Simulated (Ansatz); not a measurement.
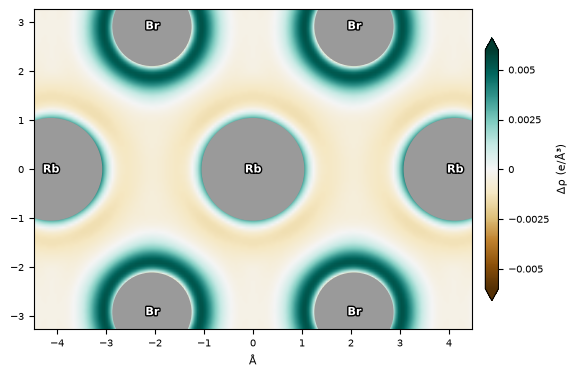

RbBr: difference of two self-consistent densities at the same geometry, ρ(PBEsol) − ρ(LDA), on the (101) plane of the conventional cell. Grey discs cover the cores, where the PAW densities can't be compared. Cores are masked to 1.0 Å (Rb) and 0.8 Å (Br).

Space group Pm-3m. The cell comes from a database of computed structures, not from a measurement.

Both runs: Ansatz, scalar-relativistic, plane waves and PAW, same cutoff, k-points and PAW files (made with PBE).

**What differs between the two levels of theory?**

Against LDA, and outside the masked cores, the largest gain, 0.005 e/Å³, lies 1.0 Å from a bromine nucleus, and the largest loss, 0.001 e/Å³, lies 1.4 Å from a rubidium nucleus.
- Bader charges are Rb +0.80 and Br −0.80 e with LDA and Rb +0.82 and Br −0.82 e with PBEsol.
- At this volume the pressure is −2 GPa with LDA and −1 GPa with PBEsol.
- The gap on the mesh is 3.67 eV with LDA and 3.91 eV with PBEsol.

Run times: 9 s (PBEsol) and 9.3 s (base cell), on 1 thread of Arm Neoverse V1, with other jobs on the host.
